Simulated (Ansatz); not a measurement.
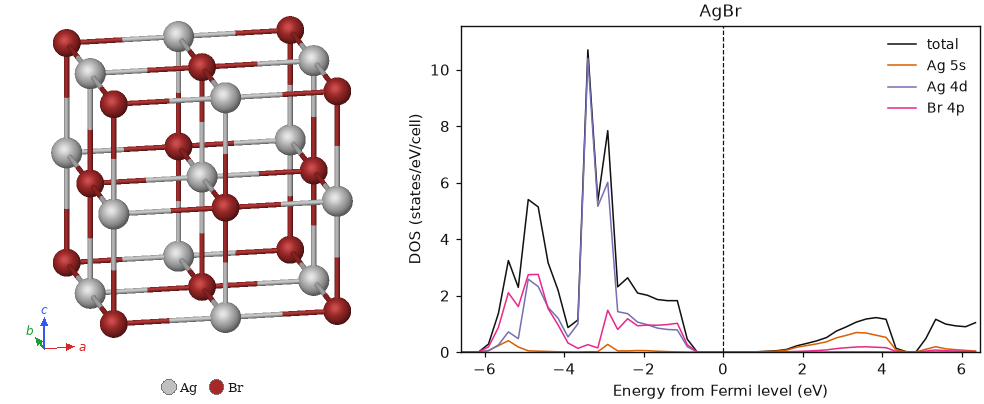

Density of states of AgBr, space group Fm-3m, 2 atoms in the cell, beside the structure. Level of theory: DFT with r2SCAN, PAW plane waves, no spin polarisation, 8×8×8 k mesh, 500 eV cutoff; code Ansatz. Energies are counted from the Fermi level. The partial curves are projected on Löwdin-orthogonalised atomic shells; they sum to less than the total at higher energies, where shells without a projector contribute.

There is a gap; over the k points computed it is 1.29 eV. By projected weight, the top eV of the valence band is Br 4p (55 %) and Ag 4d (45 %). The upper group of valence states starts about 5.1 eV under the valence-band top (which lies at −0.8 eV on this axis), with a gap beneath it; it holds about 16 electrons a cell. Over the range shown, the centre of the Ag 4d weight lies 3.3 eV below the Fermi level, and the shell is essentially full.
